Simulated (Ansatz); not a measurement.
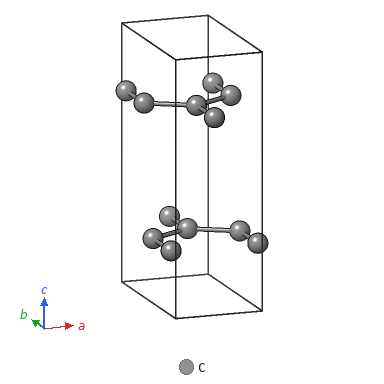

System: C, space group Fmmm (No. 69). The picture shows the cell.

The given structure:
```xyz
8
Lattice="2.4562 0.0000 0.0000 0.0000 4.2529 0.0000 0.0000 0.0000 7.1156" Properties=species:S:1:pos:R:3 pbc="T T T"
C     1.2281    1.7721    5.3361
C     1.2281    3.8985    1.7794
C     1.2281    2.4808    1.7794
C     1.2281    0.3544    5.3361
C     0.0000    3.8985    5.3361
C     0.0000    1.7721    1.7794
C     0.0000    0.3544    1.7794
C     0.0000    2.4808    5.3361
```

Calculation (Ansatz 0.2.0): energy, stress and cell of a relaxed crystal along a series of strains, atoms and what the cell freedom names relaxed within the symmetry; stress is positive in compression; plane waves with PAW datasets, Γ-centred k mesh; energies extrapolated to zero smearing. Level: r2SCAN, no spin polarisation.

```csv
setting,value
wave cutoff,500 eV
k mesh,14×8×6
occupations,Gaussian
smearing width,0.1 eV
strain kind,shear ca
cell freedom,"cell held, c moved along a by strain times its height"
```

Describe the result: the energy change, stress xx and c/a against strain. The strain takes the values −3, −2, −1, 0, 1, 2, 3 %.

The energy change is 0.12 meV/atom at strain −3 % and 0.12 meV/atom at 3 %; the lowest computed point is at strain 0 % (0.00 meV/atom), and no other minimum shows. The stress xx goes from 0.12 GPa at strain −3 % to 0.12 GPa at 3 %, not monotonically, with a high of 0.16 GPa at 0 %. The c/a goes from 2.8982 at strain −3 % to 2.8982 at 3 %, not monotonically, with a low of 2.8969 at 0 %. The solid is metallic at every point.

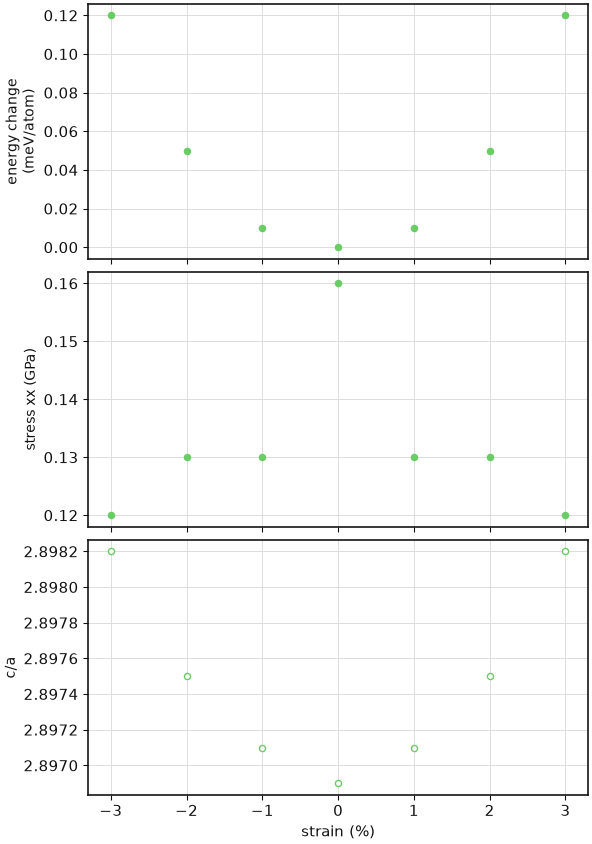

Keep in mind: given cell holds a small stress on this mesh.
